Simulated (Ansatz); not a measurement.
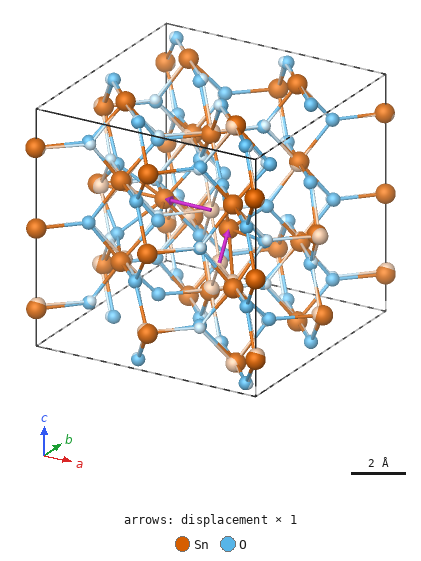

This is a relaxation of a defect cell of composition Sn$_{25}$O$_{47}$ (cell charge +3). The starting structure is drawn faded, the final one solid; purple arrows show the displacements, at their true length.

A ball-and-stick model of the cell of the calculation (origin shifted), seen from a free direction.

Theory: Ansatz 0.2.0, DFT, PBEsol, PAW, plane waves. (plane-wave cutoff 420 eV; k-point mesh 1 × 1 × 1; mesh shifted by (0.25, 0.25, 0.25); collinear spin; atoms relaxed in a fixed cell; force threshold 0.03 eV/Å; at most 80 steps)

Which element moves most?

Answer. Tin: up to 2.04 Å, against 0.37 Å for oxygen.

What happened in the run?

Answer. The largest move is that of a Sn atom, 2.04 Å along −a. By element the largest moves are Sn 2.04 Å, O 0.37 Å. The cell doesn't change. Near-neighbour distances that change, for instance: O–Sn 4.233 → 2.235 Å, O–Sn 4.264 → 2.290 Å, Sn–Sn 4.789 → 2.926 Å, O–Sn 2.088 → 3.877 Å. New bonds form, among them: O–Sn (2.94 → 2.01 Å), O–Sn (3.21 → 2.03 Å), O–Sn (3.60 → 2.02 Å), O–Sn (4.23 → 2.23 Å). Bonds break, among them: O–Sn (2.05 → 3.59 Å), O–Sn (2.09 → 3.88 Å). Among the angles between lasting bonds that change: Sn–O–Sn 128.4° → 94.2°, Sn–O–Sn 129.6° → 95.5°, Sn–O–Sn 129.2° → 97.4°. After 22 geometry steps the energy has fallen by 19.020 eV per cell of the calculation. The largest force component goes from 18 to 0.026 eV/Å. The program noted that the starting moments weren't kept.

Limits of the set-up: the cell is charged, on a uniform background, and energies carry no finite-size correction.
